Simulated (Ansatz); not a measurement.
**Single-point calculation of Ti3O (part 2 of 2)**

Continued. System: Ti3O (P6₃/mcm, 8 atoms in the cell). Method: DFT r2SCAN, scalar-relativistic, plane waves, PAW, spin-polarised (Ansatz 0.2.0); cutoff 500 eV, 6×6×4 k-mesh, Gaussian smearing of 0.1 eV, collinear spins. The structure derives from a Materials Project entry. It belongs to a series of runs on one base structure; here: structure listed in a database for this formula (P6_3/mcm, No. 193).

Geometry of the input (Å; fractional positions):
```
5.1268  0.0000  0.0000
-2.5634  4.4400  0.0000
0.0000  0.0000  4.9112
Ti -0.0000  0.6703  0.7500
Ti -0.0000  0.3297  0.2500
Ti 0.6703  0.0000  0.7500
Ti 0.6703  0.6703  0.2500
Ti 0.3297  0.3297  0.7500
Ti 0.3297  0.0000  0.2500
O  0.0000  0.0000  0.5000
O  0.0000  0.0000  0.0000
```

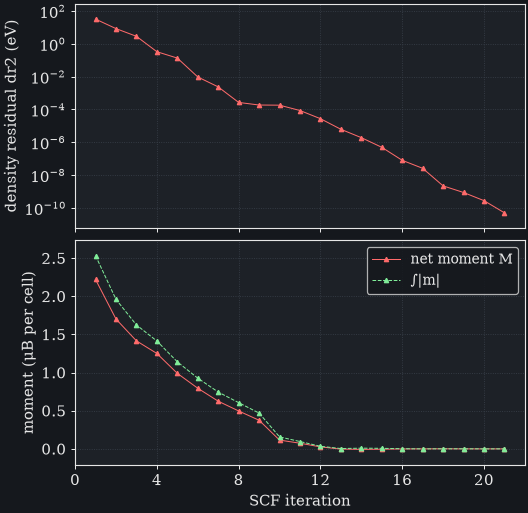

**Figure 1.** Convergence of the self-consistent field: density residual dr2 and magnetic moment against the SCF iteration. The residual falls at every step. The net moment goes from 2.2 to 0.0 μB per cell, and ∫|m| falls to zero.

```
this state was not tested for a lower state beside it, because the mixer in use, unlike msr1, does not test its closes by its own steps (another_mixer; see scf.mixing.algorithm and scf.lower_state_search)
SCF converged after 21 iterations
Magnetization: -0.0000 μB (42.0000 up, 42.0000 down)
Absolute magnetization: 0.0001 μB (∫|ρ↑−ρ↓|, with the PAW one-centre terms)
Spin contamination: 0.0000 ħ² per cell (⟨S²⟩ above its minimum at these occupations)
Per-site moments (μB) at R_I (Å): [(-4.21274083265401e-6, 0.8617984794453615), (-4.212740832686831e-6, 0.8617984794453615), (-4.21274083256434e-6, 0.8617984794453615), (-4.212740832656778e-6, 0.8617984794453615), (-4.212740832606666e-6, 0.8617984794453615), (-4.212740832601271e-6, 0.8617984794453615), (8.071265533402269e-7, 0.8617984794453615), (8.071265532917172e-7, 0.8617984794453615)]
Free energy (F): -16169.594059 eV
Harris-Foulkes:  -16169.594059 eV  (|F-HF|=2.29e-9)
Internal energy: -16169.573735 eV  (E = F + TS)
E sigma→0 (E₀):  -16169.583897 eV
Entropy (-TS):   -0.020324 eV (-2.540 meV/atom)
Fermi energy:    14.105188 eV
--- Per-component energies (eV) ---
  E_band       = -995.232753
  E_kinetic    = 1991.533327
  E_local      = -5608.371210  (includes V_loc(G=0)·N_el)
  E_nonlocal   = 136.650510
  E_hartree    = 2290.185801
  E_xc         = -706.603472
  E_vxc        = -1010.686798  (∫ρ·V_xc dr)
  E_paw        = -6659.520278  (= ΣΔE_a)
  E_vpaw       = -1152.573068  (= ΣTr[D̂ρ^β])
  E_aug_tail   = 0.002562  (compensation charges beyond the density's cutoff)
  E_vtau       = 67.840466  (kinetic-family band-sum trace: ∫τ·v_τ [+ j·A + Jᵃ·Aᵃ] dr)
  E_ewald      = -7611.866351
  E_core_change = -1.584625  (= ΣΔE_core)
  E_smearing   = -0.020324  (= −TS)
  E_closure    = -0.000000  (closes the sum)
  Σ components = -16169.594059   (vs F -16169.594059, Δ=0.00e0)
--- Forces (eV/Å), atoms counted from 1 ---
  atom   1  Ti    -0.12028404     0.20833806     0.00000000
  atom   2  Ti     0.12028404    -0.20833806     0.00000000
  atom   3  Ti     0.24056807     0.00000000     0.00000000
  atom   4  Ti     0.12028404     0.20833806     0.00000000
  atom   5  Ti    -0.12028404    -0.20833806     0.00000000
  atom   6  Ti    -0.24056807    -0.00000000     0.00000000
  atom   7  O     -0.00000000     0.00000000    -0.00000000
  atom   8  O      0.00000000    -0.00000000    -0.00000000
  max |Σ_I F_I| component: 8.33e-17 eV/Å
--- Stress (GPa, compression-positive) ---
       -1.894329       0.000000       0.000000
       -0.000000      -1.894329       0.000000
        0.000000       0.000000      -3.253065
  P = ⅓ Tr σ = -2.3472 GPa (-23.472 kbar)
--- Band table (eV; the first three rows and the last of 42) ---
  k-point 0 ↑: bands = ["-45.5616", "-45.4664", "-45.4366", "-45.4366", "-45.4306", "-45.4306", "-21.1548", "-21.0940", "-20.7864", "-20.7717", "-20.7717", "-20.7496", "-20.7496", "-20.7466", "-20.7466", "-20.7171", "-20.7029", "-20.7029", "-20.5625", "-20.5310", "-20.4428", "-20.4428", "-20.3812", "-20.3812", "-8.4970", "-7.7750", "4.8036", "6.4078", "6.4078", "6.6981", "6.6981", "8.7076", "8.9406", "12.0884", "12.3085", "12.3085", "12.4476", "12.7485", "13.1718", "13.2604", "13.2604", "13.9116", "13.9116", "14.2451", "14.9262", "14.9262", "15.3111", "15.4904", "15.4904", "15.6577", "15.6577", "16.0080", "16.0080", "16.6308"]
  k-point 1 ↑: bands = ["-45.5477", "-45.4804", "-45.4357", "-45.4357", "-45.4315", "-45.4315", "-21.0771", "-21.0559", "-20.8580", "-20.8580", "-20.8539", "-20.8539", "-20.8220", "-20.6947", "-20.6354", "-20.6354", "-20.6241", "-20.6241", "-20.6198", "-20.5854", "-20.4321", "-20.4321", "-20.3887", "-20.3887", "-8.3943", "-7.8849", "5.2740", "6.4230", "6.4230", "6.6251", "6.6251", "8.0188", "9.2709", "11.5481", "12.5636", "12.5636", "12.5878", "12.7949", "13.4170", "13.4516", "13.4516", "13.6861", "13.6861", "14.2108", "14.6087", "14.6087", "15.2943", "15.6821", "15.6821", "15.8774", "15.8774", "15.9270", "15.9270", "16.2765"]
  k-point 2 ↑: bands = ["-45.5142", "-45.5142", "-45.4336", "-45.4336", "-45.4336", "-45.4336", "-20.9811", "-20.9811", "-20.9008", "-20.9008", "-20.9008", "-20.9008", "-20.8106", "-20.8106", "-20.6403", "-20.6403", "-20.5855", "-20.5855", "-20.5855", "-20.5855", "-20.4083", "-20.4083", "-20.4083", "-20.4083", "-8.1431", "-8.1431", "6.4957", "6.4957", "6.4957", "6.4957", "6.5196", "6.5196", "10.3373", "10.3373", "12.7950", "12.7950", "13.1425", "13.1425", "13.1425", "13.1425", "13.8890", "13.8890", "13.9703", "13.9703", "13.9703", "13.9703", "15.5211", "15.5211", "15.8655", "15.8655", "15.8655", "15.8655", "16.4900", "16.4900"]
  k-point 20 ↓: bands = ["-45.4672", "-45.4672", "-45.4573", "-45.4573", "-45.4573", "-45.4573", "-21.0818", "-21.0818", "-20.8704", "-20.8704", "-20.8704", "-20.8704", "-20.6825", "-20.6825", "-20.6295", "-20.6295", "-20.6295", "-20.6295", "-20.5134", "-20.5134", "-20.5134", "-20.5134", "-20.4301", "-20.4301", "-8.1390", "-8.1390", "6.4283", "6.4283", "6.4283", "6.4283", "6.6611", "6.6611", "11.6656", "11.6656", "11.6656", "11.6656", "12.8774", "12.8774", "13.0510", "13.0510", "13.0510", "13.0510", "14.5733", "14.5733", "14.8021", "14.8021", "14.8021", "14.8021", "15.6623", "15.6623", "16.3649", "16.3649", "16.3649", "16.3649"]
--- Löwdin populations: 8 sites ---
  site symbol       q [e]    m [muB]
     0     Ti     11.6165    -0.0000
     1     Ti     11.6165    -0.0000
     2     Ti     11.6165    -0.0000
     3     Ti     11.6165    -0.0000
     4     Ti     11.6165    -0.0000
     5     Ti     11.6165    -0.0000
     6      O      6.6989     0.0000
     7      O      6.6989     0.0000
  spilling = 0.010753 (of n_electrons = 84.000000)
```

File populations.tsv
```
# site	symbol	l	j	q_up	q_dn
# orbitals = lowdin
# n_electrons = 84.000000
# spilling = 0.010753
0	Ti	0_3S	-	0.963917	0.963917
0	Ti	0_4S	-	0.405422	0.405421
0	Ti	1_3P	-	2.995371	2.995371
0	Ti	2_3D	-	1.443535	1.443540
1	Ti	0_3S	-	0.963917	0.963917
1	Ti	0_4S	-	0.405422	0.405421
1	Ti	1_3P	-	2.995371	2.995371
1	Ti	2_3D	-	1.443535	1.443540
2	Ti	0_3S	-	0.963917	0.963917
2	Ti	0_4S	-	0.405422	0.405421
2	Ti	1_3P	-	2.995371	2.995371
2	Ti	2_3D	-	1.443535	1.443540
3	Ti	0_3S	-	0.963917	0.963917
3	Ti	0_4S	-	0.405422	0.405421
3	Ti	1_3P	-	2.995371	2.995371
3	Ti	2_3D	-	1.443535	1.443540
4	Ti	0_3S	-	0.963917	0.963917
4	Ti	0_4S	-	0.405422	0.405421
4	Ti	1_3P	-	2.995371	2.995371
4	Ti	2_3D	-	1.443535	1.443540
5	Ti	0_3S	-	0.963917	0.963917
5	Ti	0_4S	-	0.405422	0.405421
5	Ti	1_3P	-	2.995371	2.995371
5	Ti	2_3D	-	1.443535	1.443540
6	O	0_2S	-	0.868862	0.868862
6	O	1_2P	-	2.480589	2.480588
7	O	0_2S	-	0.868862	0.868862
7	O	1_2P	-	2.480589	2.480588
```

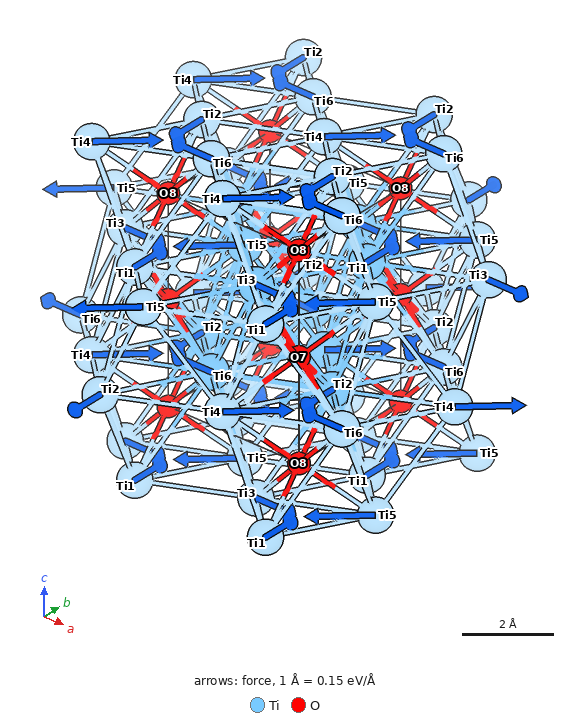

**Figure 2.** Forces on the atoms as blue arrows (ball-and-stick view of the cell of the calculation, seen slightly off an axis; neighbours outside the cell are drawn fainter; atoms are numbered from 1 in the order of the input). The largest act on all 6 Ti atoms (0.24 eV/Å). The geometry is not a stationary point of this energy.

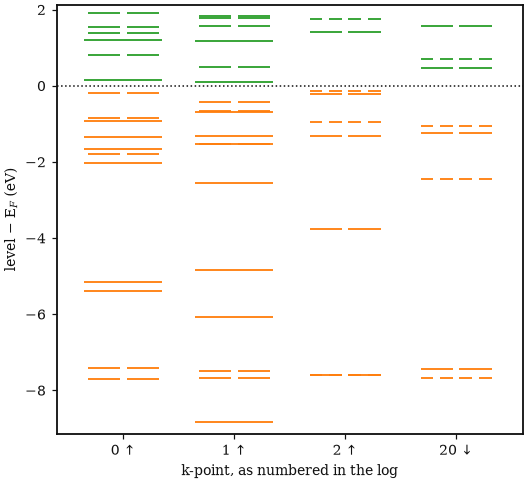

**Figure 3.** Kohn–Sham levels near the Fermi level (dotted) at the few k-points that the log prints; levels within 0.02 eV of each other stand side by side. The system is metallic on the full mesh.
